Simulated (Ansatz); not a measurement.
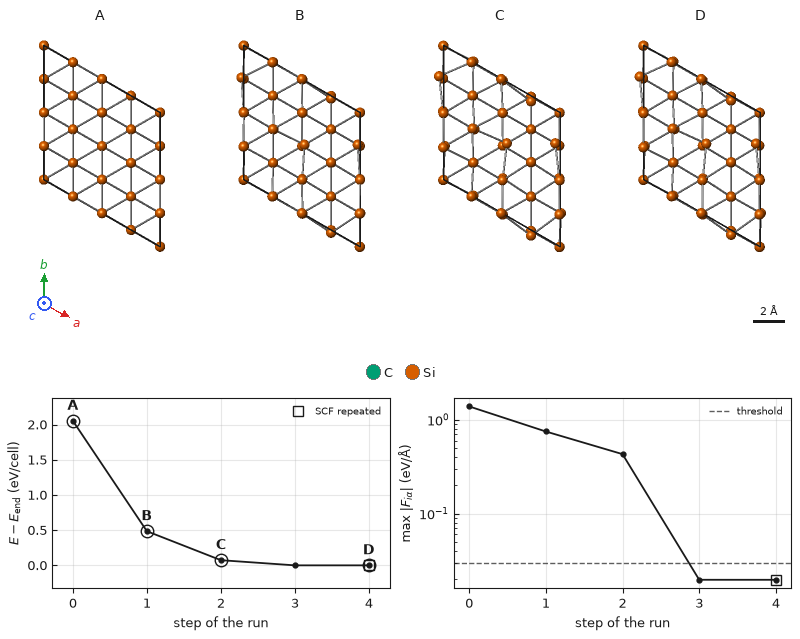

Frames of a relaxation of a defect cell of composition Si₃₁C, marked on the history of the run. Style: ball-and-stick. Shown: the cell of the calculation (origin shifted), along the c axis.

Method: DFT PBEsol, scalar-relativistic, plane waves, PAW in Ansatz.

The input:
```yaml
crystal:
  lattice:
    - [-5.4338340904, -5.4338340904, -5.4338340904]
    - [5.4338340904, 5.4338340904, -5.4338340904]
    - [5.4338340904, -5.4338340904, 5.4338340904]
  atoms:
    - { symbol: C, position: [0.5, 0.75, 0.5] }
    - { symbol: Si, position: [0.5, 0.5, 0.75] }
    - { symbol: Si, position: [0.25, 0.75, 0.75] }
    - { symbol: Si, position: [0.5, 0.25, 0.0] }
    - { symbol: Si, position: [0.25, 0.5, 0.0] }
    - { symbol: Si, position: [0.0, 0.75, 0.0] }
    - { symbol: Si, position: [0.5, 0.0, 0.25] }
    - { symbol: Si, position: [0.25, 0.25, 0.25] }
    - { symbol: Si, position: [0.0, 0.5, 0.25] }
    - { symbol: Si, position: [0.75, 0.75, 0.25] }
    - { symbol: Si, position: [0.25, 0.0, 0.5] }
    - { symbol: Si, position: [0.0, 0.25, 0.5] }
    - { symbol: Si, position: [0.75, 0.5, 0.5] }
    - { symbol: Si, position: [0.0, 0.0, 0.75] }
    - { symbol: Si, position: [0.75, 0.25, 0.75] }
    - { symbol: Si, position: [0.75, 0.0, 0.0] }
    - { symbol: Si, position: [0.75, 0.75, 0.5] }
    - { symbol: Si, position: [0.75, 0.5, 0.75] }
    - { symbol: Si, position: [0.5, 0.75, 0.75] }
    - { symbol: Si, position: [0.75, 0.25, 0.0] }
    - { symbol: Si, position: [0.5, 0.5, 0.0] }
    - { symbol: Si, position: [0.25, 0.75, 0.0] }
    - { symbol: Si, position: [0.75, 0.0, 0.25] }
    - { symbol: Si, position: [0.5, 0.25, 0.25] }
    - { symbol: Si, position: [0.25, 0.5, 0.25] }
    - { symbol: Si, position: [0.0, 0.75, 0.25] }
    - { symbol: Si, position: [0.5, 0.0, 0.5] }
    - { symbol: Si, position: [0.25, 0.25, 0.5] }
    - { symbol: Si, position: [0.0, 0.5, 0.5] }
    - { symbol: Si, position: [0.25, 0.0, 0.75] }
    - { symbol: Si, position: [0.0, 0.25, 0.75] }
    - { symbol: Si, position: [0.0, 0.0, 0.0] }
  host:
    lattice:
      - [0.0, 2.7169170452, 2.7169170452]
      - [2.7169170452, 0.0, 2.7169170452]
      - [2.7169170452, 2.7169170452, 0.0]
    atoms:
      - { symbol: Si, position: [0.25, 0.25, 0.25] }
      - { symbol: Si, position: [0.0, 0.0, 0.0] }
basis:
  ecutwfc: 420
  xc_grid: 2
kpoints:
  mp_grid: { grid: [2, 2, 2], shift: [0.5, 0.5, 0.5] }
hamiltonian:
  xc: pbesol
scf:
  occupations: { method: gaussian, width: 0.02 }
output:
  forces: true
  stress: false
  eigenvalues: true
  charged_corrections: { defect_position: [0.5, 0.75, 0.5] }
  write_density: true
  write_potential: true
  elf: true
  volumetric_format: npy
relax:
  adjacent_minimum: "off"
  f_tol: 0.03
  max_steps: 40
```

Launched with:
```bash
ansatz run input.yaml --threads 8 --pin off --max-ram 16384MiB --backend cpu --events-out ev --progress --plain --runs-dir out
```

What happens along the run?

The energy falls by 2.053 eV per cell of the calculation in 3 accepted moves (4 points after the start). Largest force component: 1.4 eV/Å at the start, 0.02 eV/Å at the end. 1 step only repeated the SCF at the same geometry. The largest moves, 0.34 Å, are those of Si17, Si19, Si25 and Si27. Si25 goes along [1 1 1]. C stays in place. The cell doesn't change. Near-neighbour distances that change, for instance: C1–Si17 2.353 → 2.012 Å, Si10–Si17 2.353 → 2.411 Å, Si10–Si26 2.353 → 2.394 Å. Bond angles that change, for instance: Si7–Si27–Si11 109.5° → 102.7°, Si27–Si11–Si28 109.5° → 116.0°, C1–Si27–Si7 109.5° → 115.6°. From step 0 to 1: Si atoms move most (0.20 Å), energy −1.568 eV per cell of the calculation. From step 1 to 2: Si atoms move most (0.20 Å), energy −0.412 eV per cell of the calculation. From step 2 to 4: Si atoms move most (0.05 Å), energy −73.3 meV per cell of the calculation.
